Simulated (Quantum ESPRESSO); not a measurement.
# Energy of NaCl along an even scaling of the cell

System: NaCl (Pm-3m, 2 atoms in the cell).
Method: Kohn-Sham DFT of a periodic cell, PBE, SSSP 1.3 efficiency PBE, no spin polarisation (Quantum ESPRESSO 7.5).

The 7 runs differ only in the geometry, by an even scaling of the cell at fixed fractional positions. The structure derives from a Materials Project entry.

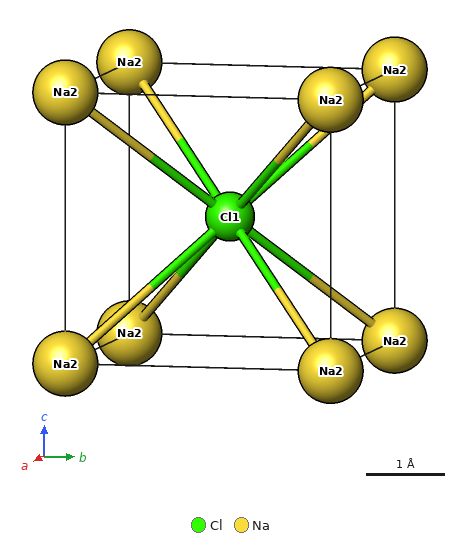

Figure 1. The structure of run 4 (ball-and-stick view of the cell of the calculation, seen slightly off an axis; atoms are numbered from 1 in the order of the input).

## Input of run 4
```
&CONTROL
  calculation = 'scf'
  prefix = 'pwscf'
  outdir = './tmp'
  pseudo_dir = './pseudo'
  tprnfor = .true.
  tstress = .true.
  disk_io = 'nowf'
/
&SYSTEM
  ibrav = 0
  nat = 2
  ntyp = 2
  ecutwfc = 55
  ecutrho = 440
  nbnd = 14
  occupations = 'smearing'
  smearing = 'fd'
  degauss = 0.00367493
/
&ELECTRONS
  conv_thr = 4d-10
  electron_maxstep = 120
  mixing_beta = 0.5
/
ATOMIC_SPECIES
Cl    35.4500 cl_pbe_v1.4.uspp.F.UPF
Na    22.9898 na_pbe_v1.5.uspp.F.UPF
CELL_PARAMETERS angstrom
   3.5021900000    0.0000000000    0.0000000000
   0.0000000000    3.5021900000    0.0000000000
   0.0000000000    0.0000000000    3.5021900000
ATOMIC_POSITIONS crystal
Cl     0.5000000000    0.5000000000    0.5000000000
Na     0.0000000000    0.0000000000    0.0000000000
K_POINTS automatic
8 8 8 0 0 0
```

Command:
```bash
OMP_NUM_THREADS=1 pw.x -in pw.in > pw.out
```

Run 5 differs from it as follows:
```diff
-   3.5021900000    0.0000000000    0.0000000000
-   0.0000000000    3.5021900000    0.0000000000
-   0.0000000000    0.0000000000    3.5021900000
+   3.5253839872    0.0000000000    0.0000000000
+   0.0000000000    3.5253839872    0.0000000000
+   0.0000000000    0.0000000000    3.5253839872
```

## Results, with one run withheld

```csv
run,volume per atom (Å³),"free energy per atom, from the lowest run given (meV)",pressure (GPa),gap on the mesh (eV)
1,20.189,8.74,2.08,4.19
2,20.619,4.10,1.38,4.12
3,21.048,1.25,0.75,4.05
4,21.478,0.00,0.19,3.98
5,21.907,?,?,?
6,22.337,1.62,−0.77,3.85
7,22.766,4.21,−1.17,3.79
```

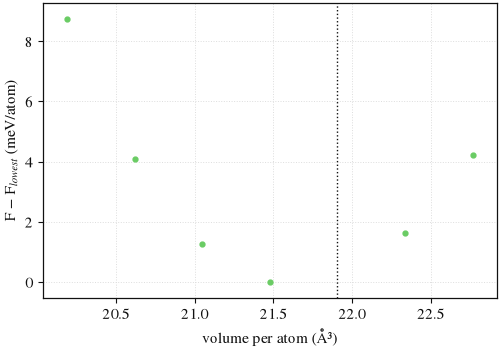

Figure 2. Free energy per atom of the runs given; the dotted line marks run 5.

Fit the runs given and predict run 5.

A cubic polynomial in V^(−2/3) (the Birch–Murnaghan form), fitted to the 6 runs given, misses them by under 0.01 meV per atom. With x = V^(−2/3) − 0.12984 Å⁻², it reads F = 0.16362 + 495.9 x + 2.3724e+05 x² + 5.6858e+05 x³ (meV per atom). At run 5 it gives 0.17 meV per atom, and the run itself gives 0.17. The slope of the fit gives a pressure −dF/dV of −0.31 GPa there, and the run prints −0.31 GPa. The fit has its minimum at 21.636 Å³ per atom, where V d²F/dV² gives 25.7 GPa: the bulk modulus at this level, since symmetry fixes the shape and the positions. The gap on the mesh goes, without turning, from 4.19 eV in run 1 to 3.79 eV in run 7; run 5 has 3.91 eV. These are gaps of this functional on this mesh, which can miss the band edges; they aren't the measured gap.

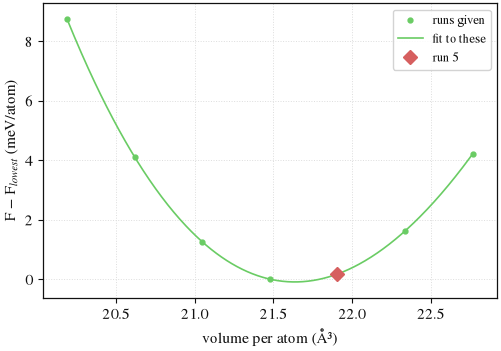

Figure 3. The fit and the withheld run.

## Some lines of the output (run 5)
```
[...]
     unit-cell volume          =     295.6759 (a.u.)^3
     number of k points=    35  Fermi-Dirac smearing, width (Ry)=  0.0037
     total energy              =    -128.87066903 Ry
     total energy              =    -128.88119005 Ry
     total energy              =    -128.88138272 Ry
     total energy              =    -128.88144468 Ry
     total energy              =    -128.88145307 Ry
     total energy              =    -128.88145425 Ry
     total energy              =    -128.88145449 Ry
     the Fermi energy is     3.6211 ev
!    total energy              =    -128.88145457 Ry
     The total energy is F=E-TS. E is the sum of the following terms:
     Computing stress (Cartesian axis) and pressure
          total   stress  (Ry/bohr**3)                   (kbar)     P=       -3.14
```

Notes on the run: negative rho.
